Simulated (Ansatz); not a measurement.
GaP: several calculations on one system

## 1. Vibrations

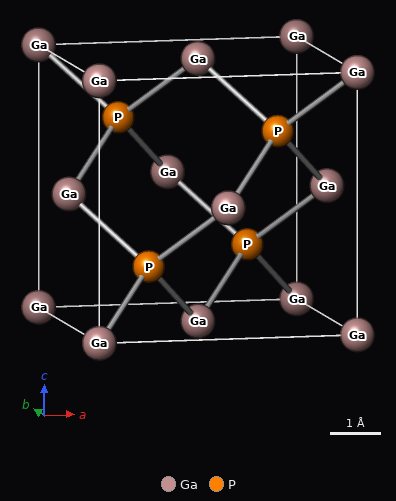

Lattice vibrations of crystalline GaP relaxed at 7 GPa, space group F-43m (No. 216), at the zone centre. Style: ball-and-stick. Shown: the conventional cell (4 times the calculation's cell), slightly off an axis. Lengths and directions refer to the drawn axes.

These are results of DFT PBE, scalar-relativistic, plane waves, PAW (Ansatz 0.2.0), not measurements.

Input
```yaml
crystal:
  lattice:
    - [0.0, 2.6836478139, 2.6836478139]
    - [2.6836478139, 0.0, 2.6836478139]
    - [2.6836478139, 2.6836478139, 0.0]
  atoms:
    - { symbol: Ga, position: [0.0, 0.0, 0.0] }
    - { symbol: P, position: [0.75, 0.75, 0.75] }
basis:
  ecutwfc: 420
kpoints:
  mp_grid: { grid: [10, 10, 10] }
hamiltonian:
  xc: pbe
scf:
  occupations: { method: fixed }
output:
  eigenvalues: true
phonons:
  method: dfpt
  dielectric: true
  rigid_motions: translations
  eigenvectors: true
```

Command:
```bash
ansatz run input.yaml --threads 1 --pin off --max-ram 3072MiB --backend cpu --events-out ev --progress --plain --runs-dir out
```

Frequencies are those without the non-analytic (LO–TO) term.

> Give the spectrum at this point.

The calculation's cell holds 2 atoms, so there are 3 optical modes, in 1 level. The optical modes span T₂. No level is unstable.

```json
{"level": "1", "symmetry": "T₂", "frequency (cm⁻¹)": "378", "activity": "infrared- and Raman-active"}
```

The displacement patterns (one member of each degenerate set):

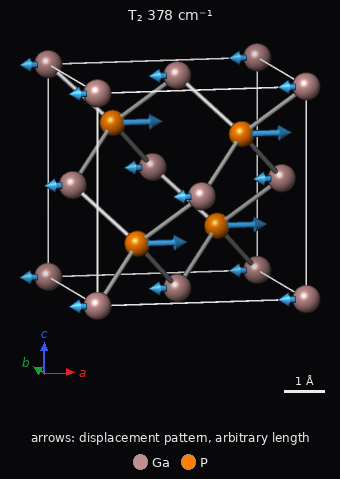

## 2. Vibrations

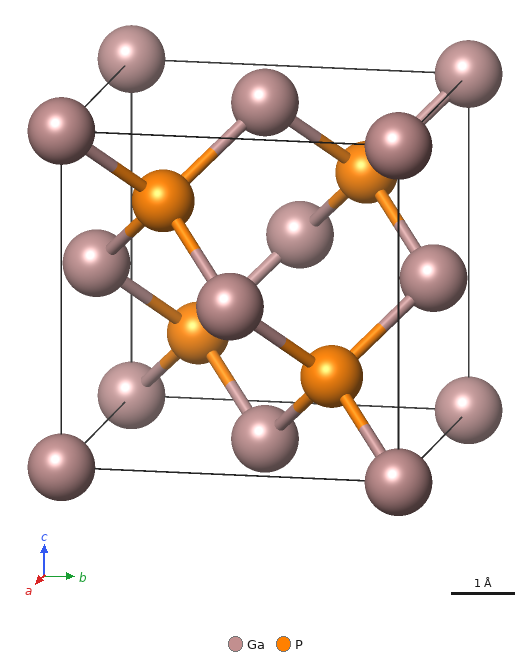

Normal modes of solid GaP at 0.98 times its rest volume, space group F-43m (No. 216), at the zone centre. Style: ball-and-stick. Shown: the conventional cell (4 times the calculation's cell), slightly off an axis. Lengths and directions refer to the drawn axes.

Computed with DFT PBE, scalar-relativistic, plane waves, PAW (Ansatz 0.2.0). Set-up: plane-wave cutoff 420 eV; k-point mesh 8 × 8 × 8; occupations fixed; no spin polarisation.

Frequencies are those without the non-analytic (LO–TO) term.

Question: Which optical modes does it have, at what frequencies, and is it stable there?

Answer: The calculation's cell holds 2 atoms, so there are 3 optical modes, in 1 level. The optical modes span T₂. No level is unstable.

```tsv
level	symmetry	frequency (cm⁻¹)	activity
1	T₂	353	infrared- and Raman-active
```

The displacement patterns (one member of each degenerate set):

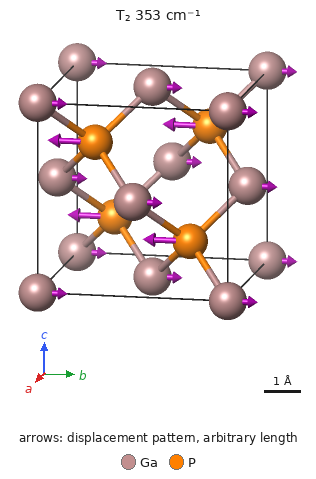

## 3. One mode

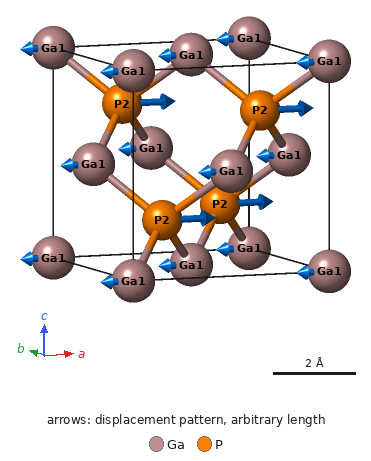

One vibrational mode of a crystal of GaP relaxed at 18 GPa at the zone centre. The blue arrows are the displacements of the atoms (eigenvector over the root of the mass), of arbitrary overall length and sign. The picture is a ball-and-stick view of the conventional cell (4 times the calculation's cell), seen slightly off an axis. Lengths and directions refer to the drawn axes.

These are results of DFT PBE, scalar-relativistic, plane waves, PAW in Ansatz 0.2.0, not measurements. Set-up: plane-wave cutoff 420 eV; k-point mesh 10 × 10 × 10; occupations fixed; target pressure 18 GPa; no spin polarisation.

Frequencies are those without the non-analytic (LO–TO) term.

Describe the mode and give its frequency.

Answer. This is the T₂ mode (triply degenerate; one member of the set is drawn) at 419 cm⁻¹, the only optical level, infrared- and Raman-active by symmetry. The P sublattice moves against the Ga sublattice, along a; the kinetic energy is shared as P 69 %, Ga 31 %. Its infrared intensity is 12 (D/Å)²/amu for the set. The value is the transverse one; the longitudinal partner lies at 448 cm⁻¹.

## 4. One mode

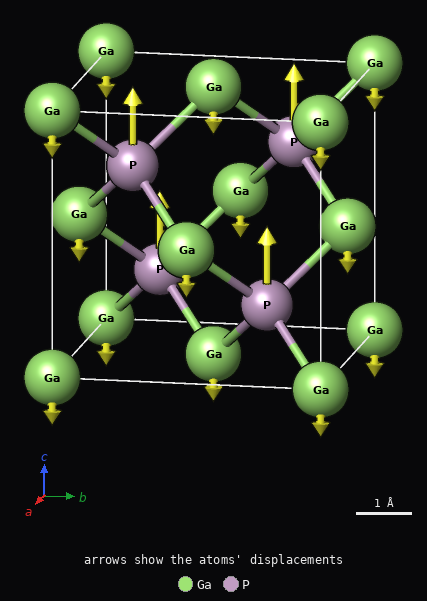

One vibrational mode of solid GaP relaxed at 35 GPa at the zone centre. The yellow arrows are the displacements of the atoms (eigenvector over the root of the mass), of arbitrary overall length and sign. Style: ball-and-stick. Shown: the conventional cell (4 times the calculation's cell), slightly off an axis. Lengths and directions refer to the drawn axes.

The calculation used DFT PBE, scalar-relativistic, plane waves, PAW (Ansatz). Set-up: plane-wave cutoff 420 eV; k-point mesh 10 × 10 × 10; occupations fixed; target pressure 35 GPa; no spin polarisation.

Frequencies are those without the non-analytic (LO–TO) term.

Question: Describe the mode and give its frequency.

Answer: This is the T₂ mode (triply degenerate; one member of the set is drawn) at 14.0 THz, the only optical level, infrared- and Raman-active by symmetry. The P sublattice moves against the Ga sublattice, along c; the kinetic energy is shared as P 69 %, Ga 31 %. Its infrared intensity is 10 (D/Å)²/amu for the set. The value is the transverse one; the longitudinal partner lies at 492 cm⁻¹.
